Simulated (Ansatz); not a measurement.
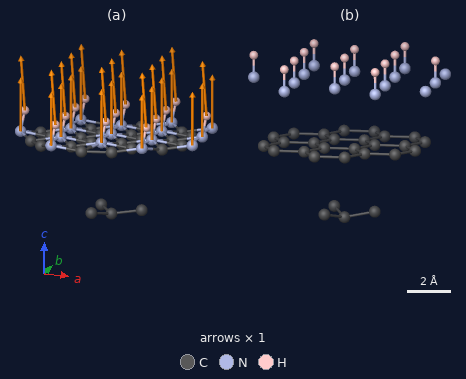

The structure of a slab of composition HC8N (cut from the Fd-3m phase) before (left) and after (right) a constrained relaxation, at one scale. The orange arrows give the displacements, at their true length.

A ball-and-stick model of the atoms within 5.0 Å of the atom that moves most (axes of the 3 × 3 repeat of the cell, outlined in the plane, without the vacuum), seen slightly off an axis.

Case: NH put at a hollow C-C site. The slab is the (1 1 1) face of C with NH on it. 4 atoms are held fixed.

Method: Ansatz 0.2.0, DFT PBEsol, scalar-relativistic, plane waves, PAW. Settings: plane-wave cutoff 420 eV; k-point mesh 12 × 12 × 1; occupations gaussian; smearing width 0.05 eV; collinear spin; dipole correction; atoms relaxed in a fixed cell; force threshold 0.03 eV/Å; at most 70 steps.

### What changed between the two?

The H atom moves most: 2.63 Å along the normal (+c). Largest moves by element: H 2.63 Å, N 2.57 Å, C 0.24 Å. The cell doesn't change. Some distances before and after: C–N 1.471 → 3.387 Å, H–N 1.020 → 1.052 Å, C–C 1.466 → 1.483 Å. Bonds break, among them: C–N (1.47 → 3.38 Å), C–N (1.47 → 3.39 Å). The energy falls by 16.614 eV per cell of the calculation in 20 geometry steps. Largest force component: 11 eV/Å at the start, 0.025 eV/Å at the end. The program noted that the starting moments weren't kept. The run may lie on a higher electronic state than the lowest, so the end point isn't shown to be the ground-state structure. The run took 21 min on 2 threads of Arm Neoverse V2, on a shared host, peak memory 1.5 GiB.

Limits of the set-up: the periodic images lie only 2.5 Å apart, so the values are limited by the cell's size.
